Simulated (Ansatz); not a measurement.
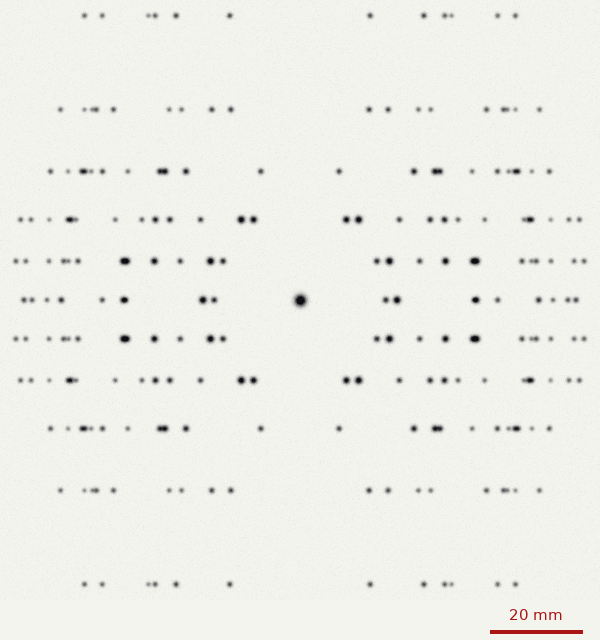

Simulated X-ray rotation photograph: Mo Kα radiation (λ = 0.7107 Å), cylindrical film of radius 57.3 mm unrolled, rotation axis vertical and normal to the beam, kinematic intensities without Lorentz or polarisation factors, the film spanning ±63° about the beam; spots down to d = 0.68 Å.

> What lattice repeat along the rotation axis do the layer lines give?

The first layer line lies 8.5 mm from the equator, so tan ν = 0.149, sin ν = 0.147 and the period is λ/sin ν = 4.82 Å. Further lines follow at 17.7, 28.2, 41.8, 62.4 mm.

The crystal is Ni, space group P6_3/mmc (No. 194), a = 2.51 Å, c = 4.12 Å (hexagonal axes). Structure: the end point of a relaxation with Ansatz, DFT, RPBE, plane waves (420 eV) with PAW, scalar-relativistic; the starting structure was generated, so it need not be a known form of this composition.

> About which axis was it rotated?

About [101] (or an equivalent direction), whose length in the conventional cell is 4.823 Å.
